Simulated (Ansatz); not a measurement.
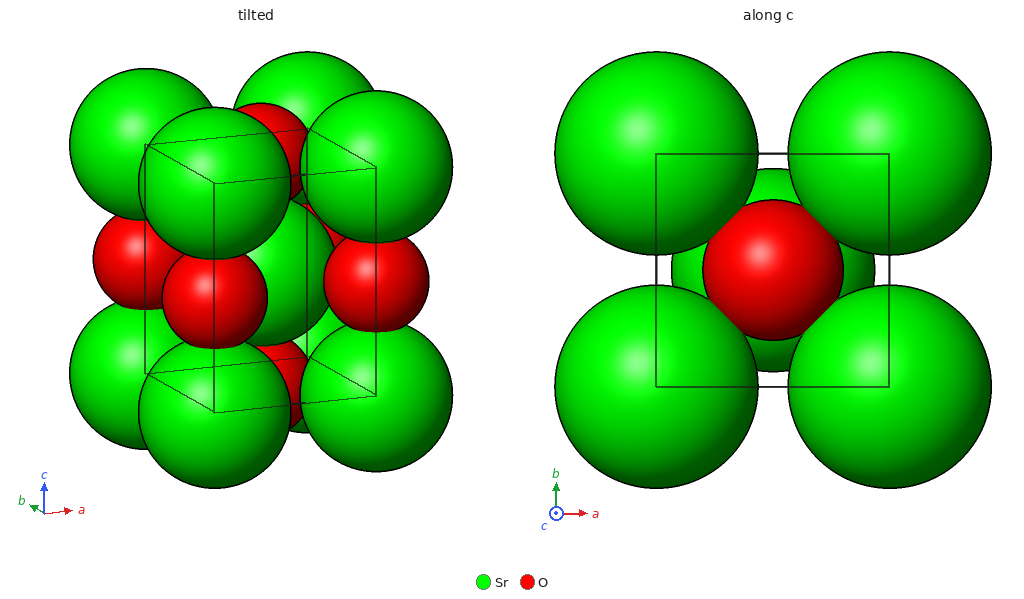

A space-filling rendering, viewed slightly off an axis and along the c axis. One conventional unit cell is framed, with atoms on its boundary repeated.

SrO, space group I4/mmm (No. 139), a = 3.649 Å, b = 3.649 Å, c = 4.890 Å, α = 90.00°, β = 90.00°, γ = 90.00°. It goes back to a structure type filled with these elements by a generator (whether the compound takes this form wasn't checked). The cell was then strained or its atoms displaced on purpose. Ansatz was used for an electronic-structure calculation on it.

This one geometry was computed with Ansatz (DFT, plane waves, PAW) at three levels of theory: r2SCAN, PBE and HSE06. It was relaxed with r2SCAN and then strained.

**Which level gives the highest pressure at this volume, and what does that say about its equilibrium volume?**

Highest: PBE (8.1 GPa), which points to the largest equilibrium volume. Lowest, with the smallest volume: HSE06 (5.9 GPa). Levels within 0.5 GPa of each other can't be told apart.

**How does the band gap change with the level of theory?**

PBE: a gap of 2.99 eV, indirect; r2SCAN: a gap of 3.46 eV, indirect; HSE06: a gap of 4.50 eV, indirect.

**Collect the results in a table.**

| level | cutoff (eV) | k-mesh of the run's cell | gap (eV) | pressure (GPa) |
| --- | --- | --- | --- | --- |
| r2SCAN | 500 | 8×8×8 | 3.46 | 6.4 |
| PBE | 420 | 8×8×8 | 2.99 | 8.1 |
| HSE06 | 420 | 6×6×6 | 4.50 | 5.9 |

Gaps are taken on the k-mesh or band path of each run.
